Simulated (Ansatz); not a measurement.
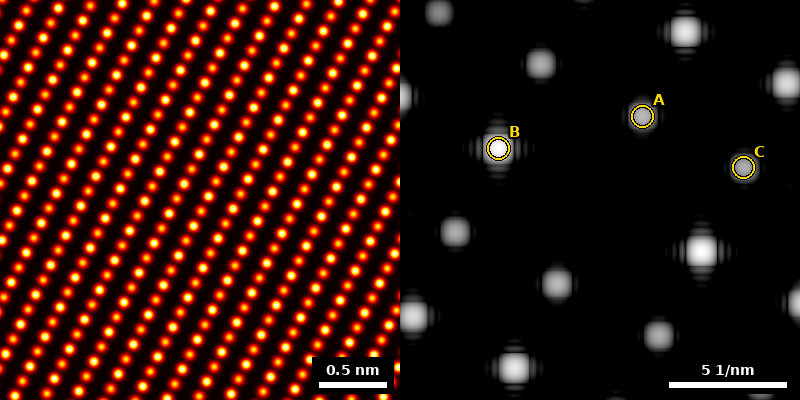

Dark-field STEM-like image of CoSi₂ (P6/mmm, No. 191) along [210]. Simulation: incoherent imaging, intensity Z^1.7 per atom, probe width 0.57 Å, thin sample. The display is stretched by a gamma of 0.8; percentages refer to the linear signal. Model: the geometry relaxed with Ansatz 0.2.0, DFT PBEsol, scalar-relativistic, plane waves, PAW; the starting structure was generated, so it need not be a known form of this composition.

The right panel is the modulus of the image's Fourier transform on a logarithmic scale.

a = 4.111 Å, b = 4.111 Å, c = 2.491 Å, α = 90.00°, β = 90.00°, γ = 120.00°

**Index the marked spots and give their plane spacings (the zone axis points at the viewer; indices equivalent by symmetry, or all signs reversed, are as good).**

A: (001), d = 2.49 Å; B: (1 -2 0), d = 2.06 Å; C: (-1 2 1), d = 1.59 Å. A and B enclose 90°, and every spot obeys the zone law hu + kv + lw = 0 for [210].
